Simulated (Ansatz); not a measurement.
The structure in question:

```yaml
crystal:
  lattice:
    - [3.95549, 0.00000, 0.00000]
    - [0.00000, 3.95549, 0.00000]
    - [0.00000, 0.00000, 4.04404]
  atoms:
    - { symbol: Ba, position: [0.50000, 0.50000, 0.58252] }
    - { symbol: Ti, position: [0.00000, 0.00000, 0.09773] }
    - { symbol: O, position: [0.00000, 0.50000, 0.06348] }
    - { symbol: O, position: [0.50000, 0.00000, 0.06348] }
    - { symbol: O, position: [0.00000, 0.00000, 0.55279] }
```

What would you see if this were drawn?

It has the composition BaTiO3. Space group: P4mm (No. 99). Lattice: primitive tetragonal. The cell comprises 1 formula unit: 1 Ba, 1 Ti, 3 O. Each Ba has twelve O in a cuboctahedral arrangement at 2.77 to 2.88 Å. Each Ti atom is coordinated by six O in a distorted octahedral arrangement at 1.84 to 2.20 Å. Each O atom is coordinated by four Ba and two Ti in a distorted octahedral arrangement (2.77 to 2.88 Å to Ba, 1.84 to 2.20 Å to Ti). The bonds build a three-dimensional framework.

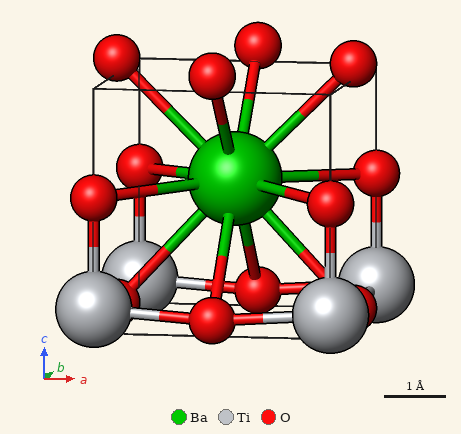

The image is a ball-and-stick drawing of a crystal, viewed slightly off an axis. The conventional unit cell is drawn as a box. Colours: barium green, titanium light grey, oxygen red.

The initial geometry was a structure listed in the Materials Project. Earlier steps of the study may have refined or changed the cell and positions. Ansatz was used for an electronic-structure calculation on it.
